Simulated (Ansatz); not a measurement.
## Geometry relaxation, with input and output: AlGaN

The run: geometry relaxation of AlGaN (P-6m2, 3 atoms in the cell). Method and program: DFT PBE, scalar-relativistic, plane waves, PAW, no spin polarisation (Ansatz 0.2.0).

The structure was made by a generator, so it may or may not be a known phase. Figures and captions count atoms from 1; the log counts them from 0 in places.

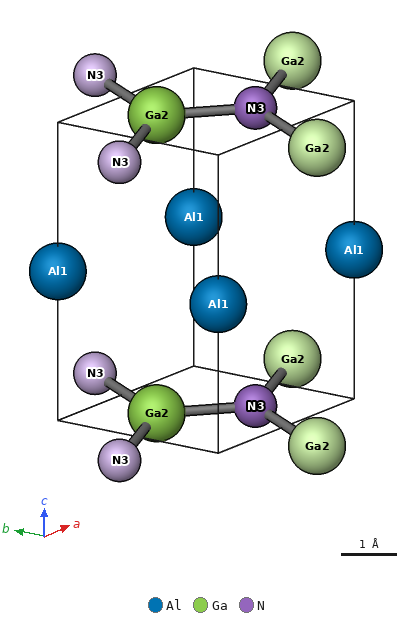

**Figure 1.** The input geometry (ball-and-stick view of the cell of the calculation, seen at an oblique angle; neighbours outside the cell are drawn fainter; atoms are numbered from 1 in the order of the input). An atom can appear more than once, as a periodic image.

The input
```yaml
crystal:
  lattice:
    - [3.1854624584, 0.0, 0.0]
    - [-1.5927312292, 2.7586914117, 0.0]
    - [0.0, 0.0, 6.3847856303]
  atoms:
    - { symbol: Al, position: [0.0, 0.0, 0.5] }
    - { symbol: Ga, position: [0.3333333333, 0.6666666667, 0.0] }
    - { symbol: "N", position: [0.6666666667, 0.3333333333, 0.0] }
basis:
  ecutwfc: 420
kpoints:
  mp_grid: { grid: [18, 18, 8] }
hamiltonian:
  xc: pbe
scf:
  occupations: { method: gaussian, width: 0.1 }
output:
  forces: true
  stress: true
  eigenvalues: true
  write_density: true
  write_potential: true
  elf: true
  volumetric_format: npy
relax:
  adjacent_minimum: "off"
  f_tol: 0.01
  max_steps: 80
  cell: { stress_tol: 0.05 }
```

Machine: 1 thread of Intel Xeon @ 2.50GHz (Skylake/Cascade Lake), 189 GiB of memory available, shared host.

Run as:
```bash
ansatz run input.yaml --threads 1 --pin off --max-ram 2560MiB --backend cpu --events-out ev --progress --plain --runs-dir out
```

Output
```
Engine: ansatz 0.2.0, x86_64-unknown-linux-gnu
Pseudopotentials: kind: paw
Pseudopotential: Al, paw, valence charge 3, recommended cutoff 420 eV (normal), Al.paw.azcp
Pseudopotential: Ga, paw, valence charge 13, recommended cutoff 420 eV (normal), Ga.paw.azcp
Pseudopotential: N, paw, valence charge 5, recommended cutoff 420 eV (normal), N.paw.azcp
Functional definition: PBE
  parameter kappa = 0.804
  parameter beta = 0.06672455060314922
  exchange = pbe_x(kappa = kappa, mu = beta*pi^2/3)
  correlation = pbe_c(beta = beta)
Crystal: 3 atoms, lattice volume = 56.108 Å³
Basis set: ecut = 420 eV, 1113 PW (Γ), exchange–correlation on 48×48×90 points (8 copies of the dense FFT grid, shifted against one another)
Bands: 15, of which v1, the nominal top of the filled ones, is band 11 counted from 1 (10 counted from 0)
Symmetry: 12 space group operations
Space group: P-6m2 (ITA 187), of the structure as read, at distance tolerance 3.8e-5 Å
k-points: 185 of 2592 (time reversal used)
Non-local potential: Al, projectors of the file, l = 0: 2, l = 1: 2, l = 2: 1
Non-local potential: Ga, projectors of the file, l = 0: 2, l = 1: 2, l = 2: 3, l = 3: 1
Non-local potential: N, projectors of the file, l = 0: 2, l = 1: 2, l = 2: 1
PAW form: soft (Blöchl's): semilocal exchange-correlation on the pseudo side does not see the compensation charge
PAW one-centre angular grid: Al, 110 points (default); XC on 64 Gauss nodes
PAW one-centre angular grid: Ga, 590 points (default); XC on 64 Gauss nodes
PAW one-centre angular grid: N, 110 points (default); XC on 64 Gauss nodes
Initial density: superposition of atomic densities (neutral atoms: chi_scale 0, normalization atom), corrected by the library's trained network
Initial wavefunctions: pseudopotential atomic-orbital guess
Functional: x = pbe(κ = 0.804, μ = 0.2195149727645171), c = pbe(β = 0.06672455060314922)
SCF iter   1: F=—  HF=-4703.656929 eV  |F-HF|=—  |Δ(HF+E_count)|=         —  Δρ=5.13e-3  dr2=2.13e-2  ethr=1.77e-3  ⟨swp⟩=5.3  Hψ=14896  notcnv=0
preconditioner: auto → Kerker (q_TF=auto, 2.316 Å⁻¹)  [metal: Δε(μ)=0.026 eV  Ē_g=14.056 eV  σ=0.100 eV  W_gap=0.15  n_scr=10 (ndim 8)  ℏωp=22.7 eV  f_vac=0.000  D(μ)=0.75/eV (n_scr^D=2)]
SCF iter   2: F=—  HF=-4703.654070 eV  |F-HF|=—  |Δ(HF+E_count)|=   2.86e-3  Δρ=1.93e-3  dr2=2.99e-3  ethr=1.01e-4  ⟨swp⟩=1.1  Hψ=4276  notcnv=0
SCF iter   3: F=—  HF=-4703.653907 eV  |F-HF|=—  |Δ(HF+E_count)|=   1.63e-4  Δρ=1.06e-3  dr2=1.34e-3  ethr=1.42e-5  ⟨swp⟩=1.0  Hψ=2718  notcnv=0
SCF iter   4: F=—  HF=-4703.653731 eV  |F-HF|=—  |Δ(HF+E_count)|=   1.76e-4  Δρ=3.77e-4  dr2=1.39e-4  ethr=6.36e-6  ⟨swp⟩=2.0  Hψ=4457  notcnv=0
SCF iter   5: F=—  HF=-4703.653685 eV  |F-HF|=—  |Δ(HF+E_count)|=   4.53e-5  Δρ=2.02e-4  dr2=4.16e-5  ethr=6.62e-7  ⟨swp⟩=2.1  Hψ=4181  notcnv=0
SCF iter   6: F=—  HF=-4703.653681 eV  |F-HF|=—  |Δ(HF+E_count)|=   4.16e-6  Δρ=5.28e-5  dr2=6.49e-6  ethr=1.98e-7  ⟨swp⟩=2.8  Hψ=4708  notcnv=0
SCF iter   7: F=—  HF=-4703.653680 eV  |F-HF|=—  |Δ(HF+E_count)|=   1.30e-6  Δρ=1.41e-5  dr2=4.71e-7  ethr=3.09e-8  ⟨swp⟩=2.2  Hψ=3338  notcnv=0
SCF iter   8: F=-4703.653680 eV  HF=-4703.653680 eV  |F-HF|=3.38e-9  |Δ(HF+E_count)|=   7.48e-8  Δρ=4.60e-6  dr2=1.80e-8  ethr=4.76e-10  ⟨swp⟩=9.7  Hψ=18282  notcnv=0
SCF 1 converged in 8 iterations: F = -4703.653680 eV  dr2 = 1.80e-8
  greatest PAW one-centre occupation: 0.995 electrons in one spin orbital (limit 2), on the Ga atom at site 1 (counted from 0), in its partial waves of l = 2
relax step   1: F+E_penalty+E_count = -4703.65367988 eV  Δ(F+E_penalty+E_count) = +0.000e0 eV  max|allowed force component| = 2.868e-16 eV/Å  Δτ_max = 0.0000 Å  P = -0.025 GPa  Ω = 56.108 Å³  (8 SCF iters, dr2 threshold 1.00e-7 eV, accepted)
Initial density: handed on by an earlier stage of this run
Initial wavefunctions: pseudopotential atomic-orbital guess (no wavefunctions were taken with the density)
iter 1 solved again at ethr=1.16e-7 eV; its pass at ethr=3.10e-3 eV (dr2=2.43e-5 eV) is discarded
SCF iter   1: F=—  HF=-4703.653677 eV  |F-HF|=—  |Δ(HF+E_count)|=         —  Δρ=4.81e-6  dr2=1.77e-8  ethr=1.16e-7  ⟨swp⟩=3.0  Hψ=21570  notcnv=0
preconditioner: auto → Kerker (q_TF=auto, 2.316 Å⁻¹)  [metal: Δε(μ)=0.001 eV  Ē_g=14.111 eV  σ=0.100 eV  W_gap=0.01  n_scr=10 (ndim 8)  ℏωp=22.7 eV  f_vac=0.000  D(μ)=0.76/eV (n_scr^D=2)]
SCF iter   2: F=—  HF=-4703.653680 eV  |F-HF|=—  |Δ(HF+E_count)|=   2.45e-6  Δρ=3.60e-6  dr2=1.05e-8  ethr=8.45e-11  ⟨swp⟩=2.0  Hψ=4743  notcnv=0
SCF iter   3: F=—  HF=-4703.653680 eV  |F-HF|=—  |Δ(HF+E_count)|=   3.34e-9  Δρ=1.93e-6  dr2=5.30e-9  ethr=5.02e-11  ⟨swp⟩=2.0  Hψ=4497  notcnv=0
SCF iter   4: F=—  HF=-4703.653680 eV  |F-HF|=—  |Δ(HF+E_count)|=   1.44e-9  Δρ=5.13e-7  dr2=6.66e-10  ethr=2.52e-11  ⟨swp⟩=2.6  Hψ=4276  notcnv=0
SCF iter   5: F=—  HF=-4703.653680 eV  |F-HF|=—  |Δ(HF+E_count)|=  9.46e-11  Δρ=4.09e-7  dr2=1.28e-10  ethr=3.17e-12  ⟨swp⟩=2.3  Hψ=4249  notcnv=0
SCF iter   6: F=—  HF=-4703.653680 eV  |F-HF|=—  |Δ(HF+E_count)|=  1.82e-11  Δρ=2.35e-7  dr2=5.80e-11  ethr=1.00e-12  ⟨swp⟩=3.0  Hψ=5025  notcnv=0
SCF iter   7: F=-4703.653680 eV  HF=-4703.653680 eV  |F-HF|=9.09e-13  |Δ(HF+E_count)|=  1.18e-11  Δρ=5.45e-8  dr2=2.65e-12  ethr=1.00e-12  ⟨swp⟩=5.1  Hψ=10929  notcnv=0
SCF 2 converged in 7 iterations: F = -4703.653680 eV  dr2 = 2.65e-12
relax step   2: F+E_penalty+E_count = -4703.65367989 eV  Δ(F+E_penalty+E_count) = -6.878e-9 eV  max|allowed force component| = 2.868e-16 eV/Å  Δτ_max = 0.0000 Å  P = -0.025 GPa  Ω = 56.108 Å³  stress off target by 3.78e-2 GPa  SCF on the basis re-selected at this cell (its energy is not comparable with the rows above)  (7 SCF iters)
```

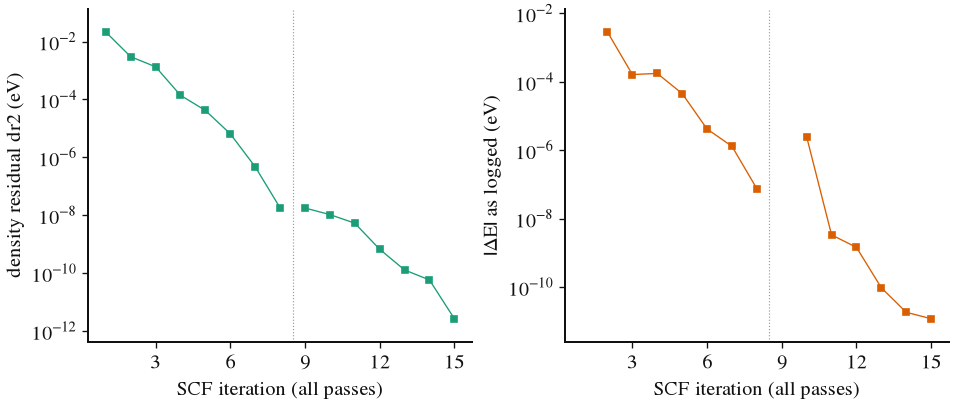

**Figure 2.** Convergence of the self-consistent field: density residual dr2 and size of the energy change against the SCF iteration. The dotted lines part the SCF passes of the relaxation: geometry steps, rejected trials and re-solves on a re-selected basis. The passes take 8 and 7 iterations.

```
basis re-selected at this cell: Δ(F+E_penalty+E_count) = -6.878e-9 eV, ΔP = -0.000 GPa vs the last step (what re-selecting the basis moved, of the pressure what is left beyond the Pulay correction that the steps carried, after the strain that the cell walked since its last selection, with what the two solves' SCF thresholds leave and, on support functions, any second-order correction that the steps lacked; it is no measure of the basis error at this ecutwfc). This SCF's stress stands 3.78e-2 GPa from its target on what of the cell is left free (relax.cell.stress_tol is 5.00e-2 GPa) and its largest allowed force component is 2.87e-16 eV/Å (relax.f_tol is 1.00e-2 eV/Å): within both
SCF converged after 7 iterations
Free energy (F): -4703.653680 eV
Harris-Foulkes:  -4703.653680 eV  (|F-HF|=9.09e-13)
Internal energy: -4703.649856 eV  (E = F + TS)
E sigma→0 (E₀):  -4703.651768 eV
Entropy (-TS):   -0.003823 eV (-1.274 meV/atom)
Fermi energy:    6.105520 eV
--- Per-component energies (eV) ---
  E_band       = -92.060548
  E_kinetic    = 263.224437
  E_local      = -3439.371165  (includes V_loc(G=0)·N_el)
  E_nonlocal   = 484.416387
  E_hartree    = 1597.961466
  E_xc         = -165.332739
  E_vxc        = -158.640208  (∫ρ·V_xc dr)
  E_paw        = -2585.532908  (= ΣΔE_a)
  E_vpaw       = -437.612970  (= ΣTr[D̂ρ^β])
  E_aug_tail   = -0.000047  (compensation charges beyond the density's cutoff)
  E_ewald      = -859.015287
  E_smearing   = -0.003823  (= −TS)
  E_closure    = 0.000000  (closes the sum)
  Σ components = -4703.653680   (vs F -4703.653680, Δ=0.00e0)
--- Forces (eV/Å), atoms counted from 1 ---
  atom   1  Al    -0.00000000    -0.00000000    -0.00000000
  atom   2  Ga     0.00000000    -0.00000000    -0.00000000
  atom   3  N      0.00000000     0.00000000     0.00000000
  max |Σ_I F_I| component: 8.33e-17 eV/Å
--- Stress (GPa, compression-positive) ---
       -0.037776      -0.000000       0.000000
       -0.000000      -0.037776       0.000000
        0.000000       0.000000       0.000920
  P = ⅓ Tr σ = -0.0249 GPa (-0.249 kbar)
--- Band table (eV; the first three rows and the last of 185) ---
  k-point 0: bands = ["-11.3124", "-9.2499", "-9.2499", "-8.9408", "-8.9408", "-8.3148", "-0.9643", "0.6536", "3.8043", "3.8043", "6.7321", "6.9692", "13.8965", "14.2199", "14.6378"]
  k-point 1: bands = ["-11.3122", "-9.2499", "-9.2499", "-8.9408", "-8.9408", "-8.3137", "-1.0811", "0.8712", "3.8045", "3.8045", "6.0608", "7.5847", "13.0392", "14.6745", "14.6745"]
  k-point 2: bands = ["-11.3116", "-9.2499", "-9.2499", "-8.9408", "-8.9408", "-8.3111", "-1.2970", "1.3742", "3.8050", "3.8050", "5.2692", "8.2214", "12.1970", "14.7801", "14.7801"]
  k-point 184: bands = ["-10.5342", "-9.1584", "-9.0556", "-8.9991", "-8.9223", "-6.7890", "-1.5453", "-0.3478", "3.6224", "4.6529", "5.0845", "6.1841", "9.3540", "10.3440", "10.5662"]
--- Relaxed structure (1 steps of the walk, 1 accepted, 1 SCFs on fresh bases) ---
  F+E_penalty+E_count = -4703.65367989 eV   max|allowed force component| = 2.868e-16 eV/Å   (the final SCF, on the basis selected at the relaxed cell)
  cell:  # Å, volume = 56.1076 Å³
    - [3.1854624583561035, 0.0, 0.0]
    - [-1.5927312291780518, 2.7586914117380155, 0.0]
    - [0.0, 0.0, 6.3847856303]
  atoms:
    - { symbol: Al, position: [0.0, 0.0, 0.5] }
    - { symbol: Ga, position: [0.3333333333333333, 0.6666666666666666, 0.0] }
    - { symbol: N, position: [0.6666666666666666, 0.3333333333333333, 0.0] }
```

Trajectory as extended XYZ (Å, eV, eV/Å), 2 frames, from step=1 to step=2
```
3
Lattice="3.1855 0.0000 0.0000 -1.5927 2.7587 0.0000 0.0000 0.0000 6.3848" Properties=species:S:1:pos:R:3:forces:R:3 step=1 energy=-4703.65368 pressure_GPa=-0.02
Al    0.0000    0.0000    3.1924    0.0000   0.0000   0.0000
Ga    0.0000    1.8391    0.0000    0.0000   0.0000   0.0000
N     1.5927    0.9196    0.0000    0.0000   0.0000   0.0000
3
Lattice="3.1855 0.0000 0.0000 -1.5927 2.7587 0.0000 0.0000 0.0000 6.3848" Properties=species:S:1:pos:R:3:forces:R:3 step=2 energy=-4703.65368 pressure_GPa=-0.02
Al    0.0000    0.0000    3.1924    0.0000   0.0000   0.0000
Ga    0.0000    1.8391    0.0000    0.0000   0.0000   0.0000
N     1.5927    0.9196    0.0000    0.0000   0.0000   0.0000
```

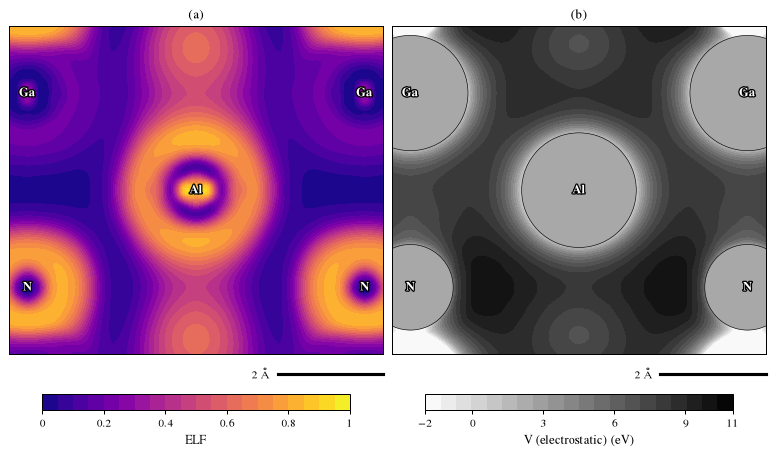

**Figure 3.** (a) electron localisation function; (b) electrostatic potential energy of an electron on the (110) plane of the conventional cell. Grey discs, where drawn, cover atomic cores. Outside the cores the potential energy rises away from the atoms and is highest about 1.4 Å from the nearest atoms; outside the discs it spans about 12 eV, and its zero is arbitrary. In a PAW calculation such maps are meaningful between the atoms, not at the nuclei.

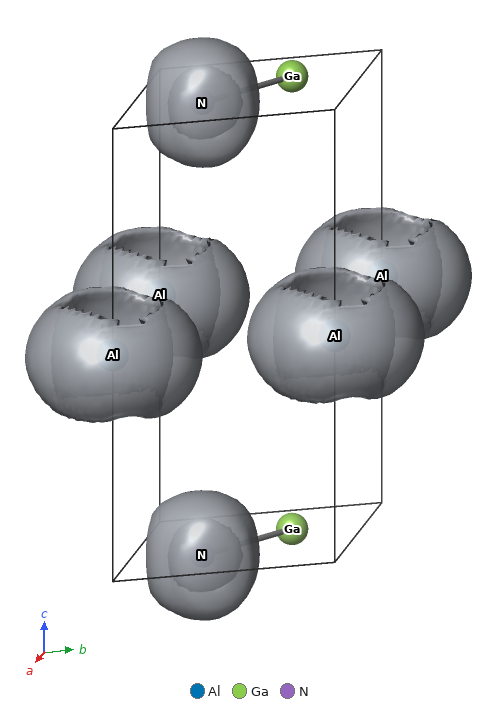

**Figure 4.** Isosurface of the ELF at 0.75 (grey), seen slightly off an axis. Only the valence region is drawn (cores and ρ < 0.01 e/Å³ removed). Sticks mark near contacts. The outline is the cell set on symmetry axes. Along the contacts the grid gives the following. Ga–N (1.84 Å): the ELF is about 0.50 at the midpoint.

Results in brief

| quantity | value |
| --- | --- |
| outcome | converged |
| space group (tolerance 0.01 Å) | P-6m2 (187) |
| electrons treated | 21 |
| free energy | −4703.6537 eV |
| Fermi energy | 6.106 eV |
| gap on the k-point mesh | none (metallic) |
| pressure | −0.02 GPa |
| final volume | 56.11 Å³ |
| largest force (length of the vector) at the end | under 0.001 eV/Å |
| final cell | a = 3.185 Å, b = 3.185 Å, c = 6.385 Å, α = 90.00°, β = 90.00°, γ = 120.00° |
| wall time | 63 s |
| peak memory | 0.51 GiB |

Notes

The cell holds an odd number of electrons but the run has no spin polarisation, so a band is left half filled.
